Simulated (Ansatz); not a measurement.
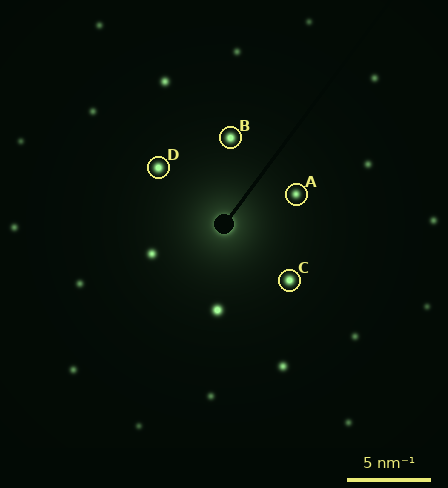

The pattern is a kinematic simulation for 100 kV electrons (no multiple scattering; isotropic B = 0.8 Å²). The zone axis points towards the electron source and the pattern is seen from the source side.

Crystal: Cr, space group P6_3/mmc (No. 194), a = 2.457 Å, c = 4.472 Å (hexagonal axes). Structure: coordinates from a relaxation with Ansatz, DFT, m-r2SCAN, plane waves (500 eV) with PAW, scalar-relativistic; the starting structure was generated, so it need not be a known form of this composition.

Spot A is indexed 0 -1 0 and spot B 1 -1 -1.

### What are the indices of the remaining marked spots?

C = A − B = -1 0 1 (d = 1.921 Å). D = −A + B = 1 0 -1 (d = 1.921 Å).

### Find the zone axis.

The cross product of A and B is parallel to [101]; every spot obeys hu + kv + lw = 0.
